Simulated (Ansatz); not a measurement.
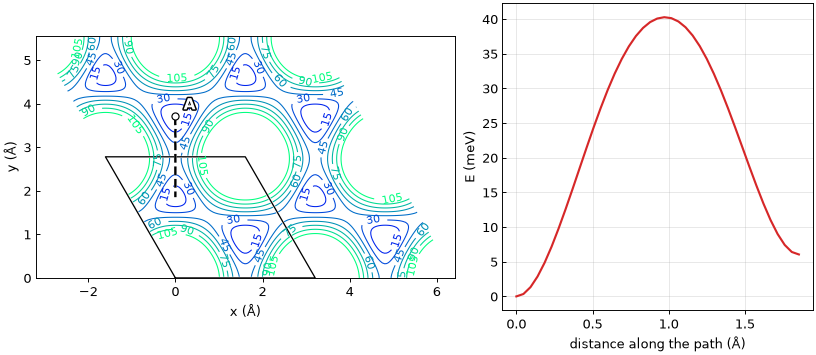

Mg on a Mg(001) slab cut from the P6_3/mmc phase, its upper half relaxed before the scan (16 atoms of substrate and one adsorbate in a 2 × 2 cell). Mg is moved over the surface cell; relaxed at each place: the height of the adsorbate's atoms; substrate rigid; the origin of the map has the adsorbate above Mg13. Places are given modulo a cell vector. The map is drawn in real space over the plane of the surface. The grid has 6 × 6 points; 10 points were computed and 26 follow by symmetry. Places are given in fractions of the 1 × 1 surface cell. All energies are given in meV relative to the lowest grid point. The calculation used DFT PBE, scalar-relativistic, plane waves, PAW (Ansatz 0.2.0). Settings: cutoff 420 eV, k-mesh 6×6×1, gaussian smearing 0.1 eV, no spin polarisation.

In the figure: contour lines labelled in meV (none above 105), a line along the lowest path, the outline of one cell of the 2 × 2 shown, the energy along the path at the right, the start A. Between grid points the surface is interpolated.

Describe the path and its barrier.

Answer. The easiest path leads from the well at a threefold hollow, (4/6, 2/6) of the cell vectors to the well at a threefold hollow over a second-layer Mg atom, (2/6, 4/6) of the cell vectors, about 6.1 meV higher. Its highest point lies about 40 meV above the bottom of the first well on the interpolated surface, at a bridge site between two Mg atoms, (3/6, 0/6) of the cell vectors. Seen from the upper well the barrier is about 34 meV. This is the barrier on the constrained surface; relaxing the other coordinates would change it.
